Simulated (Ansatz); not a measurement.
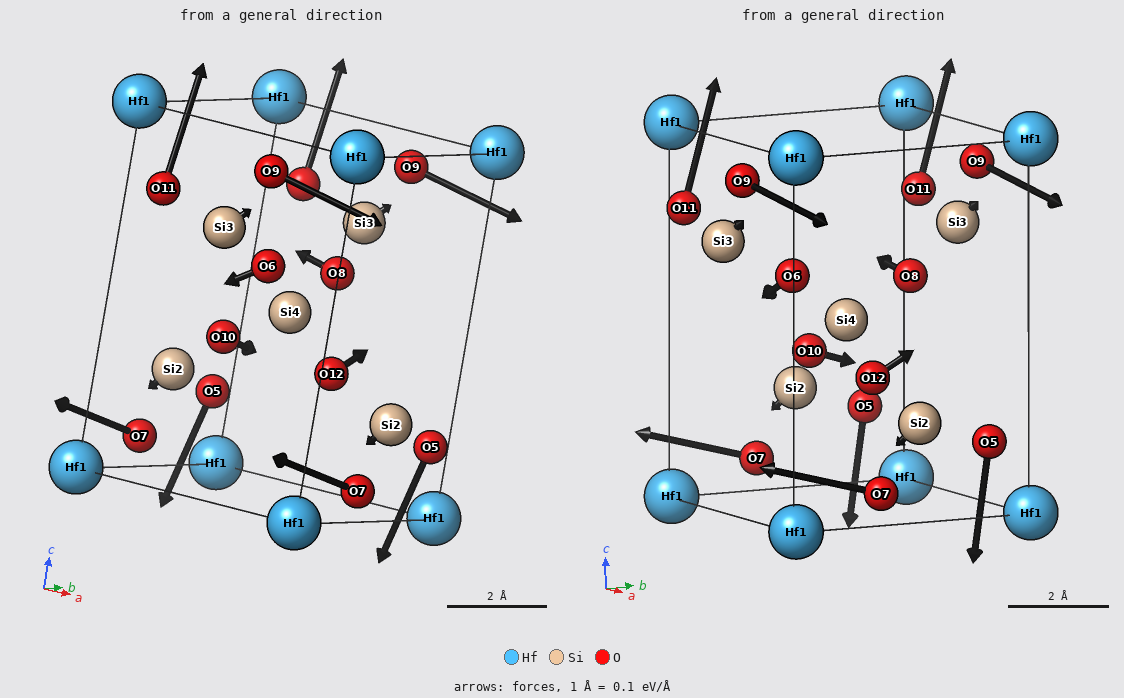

Spheres-only drawing of the structure, looking from two general directions. The box is the simulation cell; atoms on or close to its faces, edges and corners are drawn wherever they repeat. The arrows are the computed forces on the atoms.

System: HfSi3O8. Run with DFT PBEsol, scalar-relativistic, plane waves, PAW (Ansatz 0.2.0) and these settings: E_cut = 420 eV, Brillouin-zone sampling on a 4×4×4 mesh, Gaussian smearing of 0.02 eV, no spin polarisation.

### Do the forces show a relaxed structure?

No. The atoms still feel forces of up to about 0.24 eV/Å, far above a usual threshold of 0.01 to 0.03 eV/Å.

Starting structure: a structure type filled with these elements by a generator (whether the compound takes this form wasn't checked). Earlier steps of the study may have refined or changed the cell and positions. It was the input of a calculation with Ansatz.
